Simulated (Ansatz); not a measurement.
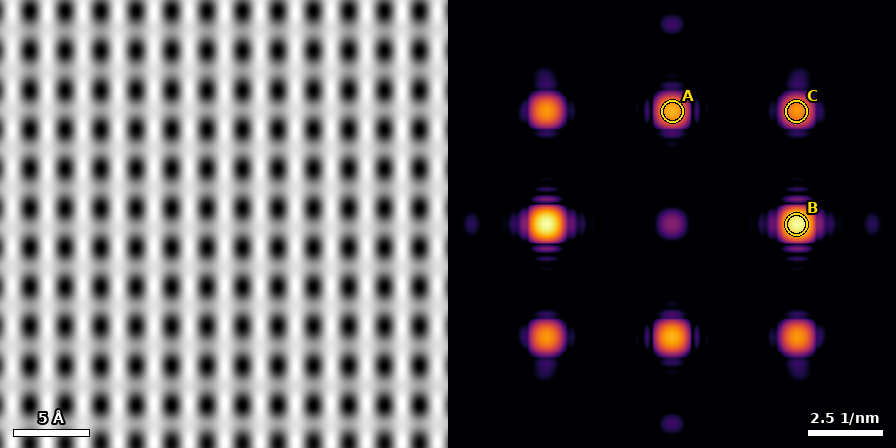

Phase-contrast TEM-like image of a crystal. Simulated in the weak-phase-object approximation with neutral-atom potentials: 80 kV, Cs = 40 µm, defocus −155 Å (negative is underfocus), defocus spread 8 Å, aperture 0.65 1/Å.

The right panel is the modulus of the image's Fourier transform on a logarithmic scale.

Question: Which lattice spacings do the marked spots stand for, and what angle do A and B enclose?

Answer: A: 2.6 Å, B: 2.4 Å, C: 1.8 Å; A and B enclose about 90°.

The crystal is W (P6/mmm, No. 191) along [210]; the spots are (0 0 -1), (1 -2 0) and (1 -2 -1). Atomic positions: the geometry relaxed with Ansatz 0.2.0, DFT, BLYP, plane waves (420 eV) with PAW, scalar-relativistic; the starting structure was generated, so it need not be a known form of this composition.
